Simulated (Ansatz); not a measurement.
**Geometry relaxation of Zr₃O (part 1 of 2)**

The run: geometry relaxation of Zr₃O (P6₃22, 8 atoms in the cell). Method and program: DFT PBEsol, scalar-relativistic, plane waves, PAW, no spin polarisation (Ansatz 0.2.0).

The structure derives from a Materials Project entry. Figures and captions count atoms from 1; the log counts them from 0 in places.

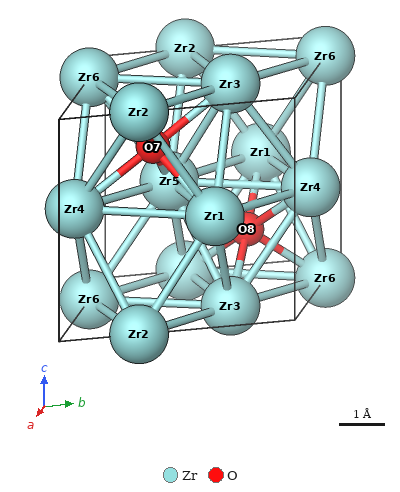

The structure as given in the input (ball-and-stick view of the cell of the calculation, seen at an oblique angle; atoms are numbered from 1 in the order of the input). An atom can appear more than once, as a periodic image. Near neighbours in the periodic cell (some may lie outside the picture): Zr has 2 O at 2.27 Å and 12 Zr at 3.17 to 3.32 Å; O has 6 Zr at 2.27 Å.

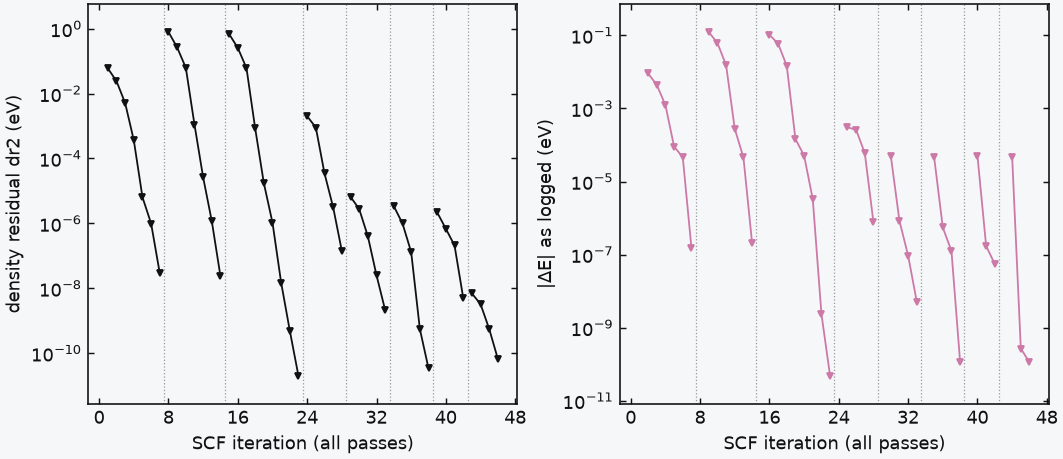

Convergence of the self-consistent field: density residual dr2 and size of the energy change against the SCF iteration. The dotted lines part the SCF passes of the relaxation: geometry steps, rejected trials and re-solves on a re-selected basis. The 8 passes take 4 to 9 iterations each, 46 in all.

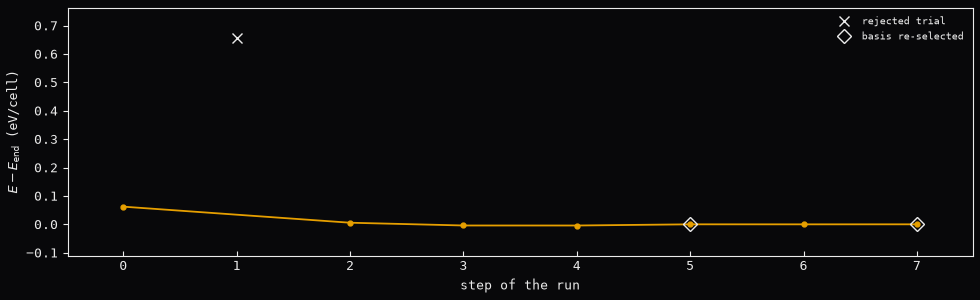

Progress of the relaxation, step by step (the first geometry is step 0 here and step 1 in the log).

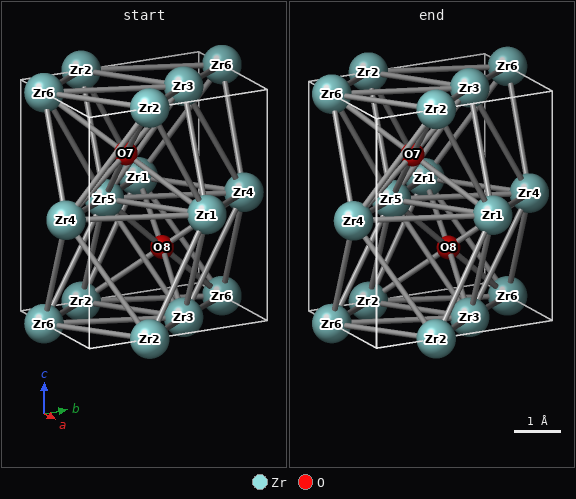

Before (left) and after (right) the relaxation, at one scale (ball-and-stick view of the cell of the calculation, seen slightly off an axis). The atoms keep their places relative to the cell (all moves are under 0.005 Å). Cell: a = b 5.650 → 5.584 Å (−1.2 %), c 5.194 → 5.156 Å (−0.7 %). Volume −3.0 %. Distances before and after: Zr1–Zr4 3.322 → 3.283 Å, Zr1–Zr3 3.228 → 3.200 Å, Zr1–Zr2 3.168 → 3.140 Å, Zr1–O7 2.274 → 2.250 Å. The space group stays P6_322 (No. 182). Over 5 geometry steps the energy falls by 62.3 meV per cell of the calculation. Largest force component: 0.12 eV/Å at the start, under 0.0001 eV/Å at the end. The pressure goes from −4.38 to 0.00 GPa. The line search rejected the trial step at point 1 (counted from 0) and went back. The basis was re-selected once at an unchanged geometry, which shifts the energy a little without any move. The energy change given includes the shifts at the re-selections in mid-walk, which come without any move. A last SCF at the same geometry on a re-selected plane-wave basis shifts the energy by +0.1 meV per cell of the calculation. (Atoms are counted from 1 in the order of the input.)

The input that produced these results follows, with the program's output.

Input file
```yaml
crystal:
  lattice:
    - [5.6499863591, 0.0, 0.0]
    - [-2.8249931796, 4.893031718, 0.0]
    - [0.0, 0.0, 5.19391355]
  atoms:
    - { symbol: Zr, position: [0.0, 0.66056685, 0.5] }
    - { symbol: Zr, position: [0.0, 0.33943315, 0.0] }
    - { symbol: Zr, position: [0.66056685, 0.66056685, 0.0] }
    - { symbol: Zr, position: [0.66056685, 0.0, 0.5] }
    - { symbol: Zr, position: [0.33943315, 0.33943315, 0.5] }
    - { symbol: Zr, position: [0.33943315, 0.0, 0.0] }
    - { symbol: O, position: [0.66666667, 0.33333333, 0.75] }
    - { symbol: O, position: [0.33333333, 0.66666667, 0.25] }
basis:
  ecutwfc: 420
kpoints:
  mp_grid: { grid: [6, 6, 8] }
hamiltonian:
  xc: pbesol
scf:
  occupations: { method: gaussian, width: 0.1 }
output:
  forces: true
  stress: true
  eigenvalues: true
relax:
  adjacent_minimum: "off"
  f_tol: 0.005
  max_steps: 80
  cell: { stress_tol: 0.05 }
```

Run as:
```bash
ansatz run input.yaml --threads 2 --pin off --max-ram 5120MiB --backend cpu --events-out ev --progress --plain --runs-dir out
```

Output
```
Engine: ansatz 0.2.0, x86_64-unknown-linux-gnu
Pseudopotentials: kind: paw
Pseudopotential: Zr, paw, valence charge 12, recommended cutoff 420 eV (normal), Zr.paw.azcp
Pseudopotential: O, paw, valence charge 6, recommended cutoff 420 eV (normal), O.paw.azcp
Functional definition: PBEsol
  exchange = pbesol_x
  correlation = pbesol_c
Crystal: 8 atoms, lattice volume = 143.589 Å³
Basis set: ecut = 420 eV, 2825 PW (Γ), exchange–correlation on 80×80×72 points (8 copies of the dense FFT grid, shifted against one another)
Bands: 51, of which v1, the nominal top of the filled ones, is band 42 counted from 1 (41 counted from 0)
Symmetry: 12 space group operations
Space group: P6322 (ITA 182), of the structure as read, at distance tolerance 5.2e-5 Å
k-points: 35 of 288 (time reversal used)
Non-local potential: Zr, projectors of the file, l = 0: 3, l = 1: 2, l = 2: 2, l = 3: 2
Non-local potential: O, projectors of the file, l = 0: 2, l = 1: 2, l = 2: 1
PAW form: soft (Blöchl's): semilocal exchange-correlation on the pseudo side does not see the compensation charge
PAW frozen core: Zr, regenerated for the run's functional, and the local potential with it (the file was generated under x = pbe(κ = 0.804, μ = 0.2195149727645171), c = pbe(β = 0.06672455060314922))
PAW frozen core: O, regenerated for the run's functional, and the local potential with it (the file was generated under x = pbe(κ = 0.804, μ = 0.2195149727645171), c = pbe(β = 0.06672455060314922))
PAW one-centre angular grid: Zr, 590 points (default); XC on 64 Gauss nodes
PAW one-centre angular grid: O, 110 points (default); XC on 64 Gauss nodes
Initial density: superposition of atomic densities (neutral atoms: chi_scale 0, normalization atom), corrected by the library's trained network
Initial wavefunctions: pseudopotential atomic-orbital guess
Functional: x = pbesol(κ = 0.804, μ = 0.12345679012345678), c = pbesol(β = 0.046)
SCF iter   1: F=—  HF=-25900.130789 eV  |F-HF|=—  |Δ(HF+E_count)|=         —  Δρ=6.67e-3  dr2=6.02e-2  ethr=1.77e-3  ⟨swp⟩=5.8  Hψ=6963  notcnv=0
preconditioner: auto → Kerker (q_TF=auto, 2.495 Å⁻¹)  [metal: Δε(μ)=0.013 eV  Ē_g=4.886 eV  σ=0.100 eV  W_gap=0.07  n_scr=28 (ndim 8)  ℏωp=17.5 eV  f_vac=0.000  D(μ)=6.17/eV (n_scr^D=58)]
SCF iter   2: F=—  HF=-25900.121684 eV  |F-HF|=—  |Δ(HF+E_count)|=   9.10e-3  Δρ=3.44e-3  dr2=2.44e-2  ethr=7.16e-5  ⟨swp⟩=2.0  Hψ=2224  notcnv=0
SCF iter   3: F=—  HF=-25900.117241 eV  |F-HF|=—  |Δ(HF+E_count)|=   4.44e-3  Δρ=1.91e-3  dr2=5.13e-3  ethr=2.91e-5  ⟨swp⟩=2.0  Hψ=2272  notcnv=0
SCF iter   4: F=—  HF=-25900.116000 eV  |F-HF|=—  |Δ(HF+E_count)|=   1.24e-3  Δρ=3.88e-4  dr2=3.65e-4  ethr=6.11e-6  ⟨swp⟩=2.0  Hψ=2340  notcnv=0
SCF iter   5: F=—  HF=-25900.115910 eV  |F-HF|=—  |Δ(HF+E_count)|=   9.02e-5  Δρ=7.61e-5  dr2=6.40e-6  ethr=4.35e-7  ⟨swp⟩=2.4  Hψ=2687  notcnv=0
SCF iter   6: F=—  HF=-25900.115864 eV  |F-HF|=—  |Δ(HF+E_count)|=   4.68e-5  Δρ=2.42e-5  dr2=9.80e-7  ethr=7.62e-9  ⟨swp⟩=2.2  Hψ=2696  notcnv=0
SCF iter   7: F=-25900.115863 eV  HF=-25900.115863 eV  |F-HF|=6.11e-9  |Δ(HF+E_count)|=   1.54e-7  Δρ=4.57e-6  dr2=2.86e-8  ethr=1.19e-10  ⟨swp⟩=8.7  Hψ=7246  notcnv=0
SCF 1 converged in 7 iterations: F = -25900.115863 eV  dr2 = 2.86e-8
  greatest PAW one-centre occupation: 0.996 electrons in one spin orbital (limit 2), on the Zr atom at site 5 (counted from 0), in its partial waves of l = 0
relax step   1: F+E_penalty+E_count = -25900.11586338 eV  Δ(F+E_penalty+E_count) = +0.000e0 eV  max|allowed force component| = 1.154e-1 eV/Å  Δτ_max = 0.0000 Å  P = -4.377 GPa  Ω = 143.589 Å³  (7 SCF iters, dr2 threshold 1.00e-7 eV, accepted)
Crystal: 8 atoms, lattice volume = 128.704 Å³
Basis set: ecut = 420 eV, 2495 PW (Γ), exchange–correlation on 80×80×72 points (8 copies of the dense FFT grid, shifted against one another)
Initial density: handed on by an earlier stage of this run
Initial wavefunctions: those handed on with the density
iter 1 solved again at ethr=9.29e-4 eV; its pass at ethr=3.10e-3 eV (dr2=7.80e-1 eV) is discarded
SCF iter   1: F=—  HF=-25899.721464 eV  |F-HF|=—  |Δ(HF+E_count)|=         —  Δρ=1.44e-2  dr2=7.95e-1  ethr=9.29e-4  ⟨swp⟩=1.0  Hψ=8845  notcnv=0
preconditioner: auto → Kerker (q_TF=auto, 2.541 Å⁻¹)  [metal: Δε(μ)=0.035 eV  Ē_g=17.510 eV  σ=0.100 eV  W_gap=0.20  n_scr=28 (ndim 8)  ℏωp=27.8 eV  f_vac=0.000  D(μ)=5.21/eV (n_scr^D=46)]
SCF iter   2: F=—  HF=-25899.597643 eV  |F-HF|=—  |Δ(HF+E_count)|=   1.24e-1  Δρ=7.83e-3  dr2=2.66e-1  ethr=9.29e-4  ⟨swp⟩=2.0  Hψ=2642  notcnv=0
SCF iter   3: F=—  HF=-25899.536023 eV  |F-HF|=—  |Δ(HF+E_count)|=   6.16e-2  Δρ=4.78e-3  dr2=6.30e-2  ethr=3.16e-4  ⟨swp⟩=2.0  Hψ=2623  notcnv=0  defer=37
SCF iter   4: F=—  HF=-25899.520667 eV  |F-HF|=—  |Δ(HF+E_count)|=   1.54e-2  Δρ=1.08e-3  dr2=1.11e-3  ethr=7.50e-5  ⟨swp⟩=2.0  Hψ=2283  notcnv=0  defer=37
SCF iter   5: F=—  HF=-25899.520390 eV  |F-HF|=—  |Δ(HF+E_count)|=   2.77e-4  Δρ=1.43e-4  dr2=2.62e-5  ethr=1.32e-6  ⟨swp⟩=2.0  Hψ=2049  notcnv=0  defer=37
SCF iter   6: F=—  HF=-25899.520344 eV  |F-HF|=—  |Δ(HF+E_count)|=   4.57e-5  Δρ=2.98e-5  dr2=1.16e-6  ethr=3.12e-8  ⟨swp⟩=2.0  Hψ=2151  notcnv=0  defer=48
SCF iter   7: F=-25899.520344 eV  HF=-25899.520344 eV  |F-HF|=7.34e-9  |Δ(HF+E_count)|=   2.07e-7  Δρ=4.79e-6  dr2=2.31e-8  ethr=9.52e-10  ⟨swp⟩=9.5  Hψ=7050  notcnv=0
SCF 2 converged in 7 iterations: F = -25899.520344 eV  dr2 = 2.31e-8
  greatest PAW one-centre occupation: 0.997 electrons in one spin orbital (limit 2), on the Zr atom at site 5 (counted from 0), in its partial waves of l = 0
relax step   2: F+E_penalty+E_count = -25899.52034417 eV  Δ(F+E_penalty+E_count) = +5.955e-1 eV  max|allowed force component| = 1.318e0 eV/Å  Δτ_max = 0.0872 Å  P = +11.841 GPa  Ω = 128.704 Å³  energy of the carried Pulay correction = +1.765e-2 eV  (7 SCF iters, dr2 threshold 8.00e-7 eV, rejected (line search))
Crystal: 8 atoms, lattice volume = 140.379 Å³
Basis set: ecut = 420 eV, 2777 PW (Γ), exchange–correlation on 80×80×72 points (8 copies of the dense FFT grid, shifted against one another)
iter 1 solved again at ethr=8.03e-4 eV; its pass at ethr=3.10e-3 eV (dr2=6.75e-1 eV) is discarded
SCF iter   1: F=—  HF=-25900.350620 eV  |F-HF|=—  |Δ(HF+E_count)|=         —  Δρ=1.22e-2  dr2=6.84e-1  ethr=8.03e-4  ⟨swp⟩=1.0  Hψ=8390  notcnv=0
preconditioner: auto → Kerker (q_TF=auto, 2.504 Å⁻¹)  [metal: Δε(μ)=0.004 eV  Ē_g=5.067 eV  σ=0.100 eV  W_gap=0.02  n_scr=28 (ndim 8)  ℏωp=17.7 eV  f_vac=0.000  D(μ)=6.47/eV (n_scr^D=70)]
SCF iter   2: F=—  HF=-25900.246795 eV  |F-HF|=—  |Δ(HF+E_count)|=   1.04e-1  Δρ=6.93e-3  dr2=2.57e-1  ethr=8.03e-4  ⟨swp⟩=2.0  Hψ=2630  notcnv=0  defer=1
SCF iter   3: F=—  HF=-25900.187292 eV  |F-HF|=—  |Δ(HF+E_count)|=   5.95e-2  Δρ=5.03e-3  dr2=6.12e-2  ethr=3.06e-4  ⟨swp⟩=2.0  Hψ=2647  notcnv=0  defer=32
SCF iter   4: F=—  HF=-25900.172652 eV  |F-HF|=—  |Δ(HF+E_count)|=   1.46e-2  Δρ=9.63e-4  dr2=8.57e-4  ethr=7.29e-5  ⟨swp⟩=2.0  Hψ=2340  notcnv=0  defer=32
SCF iter   5: F=—  HF=-25900.172506 eV  |F-HF|=—  |Δ(HF+E_count)|=   1.46e-4  Δρ=1.14e-4  dr2=1.75e-5  ethr=1.02e-6  ⟨swp⟩=2.0  Hψ=2049  notcnv=0  defer=32
SCF iter   6: F=—  HF=-25900.172455 eV  |F-HF|=—  |Δ(HF+E_count)|=   5.11e-5  Δρ=2.92e-5  dr2=1.05e-6  ethr=2.08e-8  ⟨swp⟩=2.7  Hψ=3016  notcnv=0  defer=32
SCF iter   7: F=—  HF=-25900.172458 eV  |F-HF|=—  |Δ(HF+E_count)|=   3.27e-6  Δρ=3.96e-6  dr2=1.48e-8  ethr=1.25e-9  ⟨swp⟩=2.2  Hψ=2627  notcnv=0  defer=71
SCF iter   8: F=—  HF=-25900.172458 eV  |F-HF|=—  |Δ(HF+E_count)|=   2.36e-9  Δρ=6.96e-7  dr2=4.86e-10  ethr=1.77e-11  ⟨swp⟩=2.0  Hψ=2973  notcnv=0  defer=71
SCF iter   9: F=-25900.172458 eV  HF=-25900.172458 eV  |F-HF|=3.64e-12  |Δ(HF+E_count)|=  4.73e-11  Δρ=1.28e-7  dr2=1.95e-11  ethr=1.00e-12  ⟨swp⟩=10.0  Hψ=6804  notcnv=0
SCF 3 converged in 9 iterations: F = -25900.172458 eV  dr2 = 1.95e-11
  greatest PAW one-centre occupation: 0.997 electrons in one spin orbital (limit 2), on the Zr atom at site 4 (counted from 0), in its partial waves of l = 0
relax step   3: F+E_penalty+E_count = -25900.17245828 eV  Δ(F+E_penalty+E_count) = -5.659e-2 eV  max|allowed force component| = 1.478e-1 eV/Å  Δτ_max = 0.0079 Å  P = -1.384 GPa  Ω = 140.379 Å³  energy of the carried Pulay correction = +3.648e-3 eV  (9 SCF iters, accepted)
Crystal: 8 atoms, lattice volume = 139.296 Å³
Basis set: ecut = 420 eV, 2765 PW (Γ), exchange–correlation on 80×80×72 points (8 copies of the dense FFT grid, shifted against one another)
iter 1 solved again at ethr=2.54e-6 eV; its pass at ethr=3.10e-3 eV (dr2=2.13e-3 eV) is discarded
SCF iter   1: F=—  HF=-25900.182832 eV  |F-HF|=—  |Δ(HF+E_count)|=         —  Δρ=7.52e-4  dr2=2.01e-3  ethr=2.54e-6  ⟨swp⟩=2.0  Hψ=7212  notcnv=0
preconditioner: auto → Kerker (q_TF=auto, 2.508 Å⁻¹)  [metal: Δε(μ)=0.010 eV  Ē_g=4.994 eV  σ=0.100 eV  W_gap=0.06  n_scr=28 (ndim 8)  ℏωp=17.8 eV  f_vac=0.000  D(μ)=6.13/eV (n_scr^D=58)]
SCF iter   2: F=—  HF=-25900.182526 eV  |F-HF|=—  |Δ(HF+E_count)|=   3.06e-4  Δρ=4.59e-4  dr2=9.01e-4  ethr=2.39e-6  ⟨swp⟩=1.0  Hψ=1786  notcnv=0
SCF iter   3: F=—  HF=-25900.182267 eV  |F-HF|=—  |Δ(HF+E_count)|=   2.59e-4  Δρ=1.49e-4  dr2=3.48e-5  ethr=1.07e-6  ⟨swp⟩=2.0  Hψ=2148  notcnv=0
SCF iter   4: F=—  HF=-25900.182207 eV  |F-HF|=—  |Δ(HF+E_count)|=   6.02e-5  Δρ=5.69e-5  dr2=3.12e-6  ethr=4.15e-8  ⟨swp⟩=2.0  Hψ=2330  notcnv=0
SCF iter   5: F=-25900.182206 eV  HF=-25900.182206 eV  |F-HF|=6.26e-8  |Δ(HF+E_count)|=   7.65e-7  Δρ=9.49e-6  dr2=1.41e-7  ethr=9.52e-10  ⟨swp⟩=6.1  Hψ=6556  notcnv=0
SCF 4 converged in 5 iterations: F = -25900.182206 eV  dr2 = 1.41e-7
relax step   4: F+E_penalty+E_count = -25900.18220590 eV  Δ(F+E_penalty+E_count) = -9.748e-3 eV  max|allowed force component| = 6.023e-3 eV/Å  Δτ_max = 0.0077 Å  P = -0.046 GPa  Ω = 139.296 Å³  energy of the carried Pulay correction = +4.898e-3 eV  (5 SCF iters, dr2 threshold 8.00e-7 eV, accepted)
Crystal: 8 atoms, lattice volume = 139.261 Å³
iter 1 solved again at ethr=7.49e-9 eV; its pass at ethr=3.10e-3 eV (dr2=6.29e-6 eV) is discarded
SCF iter   1: F=—  HF=-25900.182321 eV  |F-HF|=—  |Δ(HF+E_count)|=         —  Δρ=5.05e-5  dr2=6.62e-6  ethr=7.49e-9  ⟨swp⟩=2.2  Hψ=7792  notcnv=0
preconditioner: auto → Kerker (q_TF=auto, 2.508 Å⁻¹)  [metal: Δε(μ)=0.014 eV  Ē_g=4.996 eV  σ=0.100 eV  W_gap=0.08  n_scr=28 (ndim 8)  ℏωp=17.8 eV  f_vac=0.000  D(μ)=6.13/eV (n_scr^D=58)]
SCF iter   2: F=—  HF=-25900.182270 eV  |F-HF|=—  |Δ(HF+E_count)|=   5.08e-5  Δρ=3.05e-5  dr2=2.76e-6  ethr=7.49e-9  ⟨swp⟩=1.0  Hψ=1785  notcnv=0
SCF iter   3: F=—  HF=-25900.182270 eV  |F-HF|=—  |Δ(HF+E_count)|=   8.35e-7  Δρ=1.63e-5  dr2=4.02e-7  ethr=3.28e-9  ⟨swp⟩=2.0  Hψ=2350  notcnv=0
SCF iter   4: F=—  HF=-25900.182269 eV  |F-HF|=—  |Δ(HF+E_count)|=   9.39e-8  Δρ=3.88e-6  dr2=2.51e-8  ethr=4.79e-10  ⟨swp⟩=2.0  Hψ=2308  notcnv=0
SCF iter   5: F=-25900.182269 eV  HF=-25900.182269 eV  |F-HF|=1.32e-9  |Δ(HF+E_count)|=   5.11e-9  Δρ=1.16e-6  dr2=2.11e-9  ethr=1.63e-11  ⟨swp⟩=4.0  Hψ=5226  notcnv=0
SCF 5 converged in 5 iterations: F = -25900.182269 eV  dr2 = 2.11e-9
relax step   5: F+E_penalty+E_count = -25900.18226944 eV  Δ(F+E_penalty+E_count) = -6.354e-5 eV  max|allowed force component| = 7.437e-7 eV/Å  Δτ_max = 0.0003 Å  P = -0.000 GPa  Ω = 139.261 Å³  energy of the carried Pulay correction = +4.938e-3 eV  (5 SCF iters, dr2 threshold 1.37e-8 eV, accepted)
Initial wavefunctions: pseudopotential atomic-orbital guess (no wavefunctions were taken with the density)
iter 1 solved again at ethr=2.78e-7 eV; its pass at ethr=3.10e-3 eV (dr2=2.33e-4 eV) is discarded
```
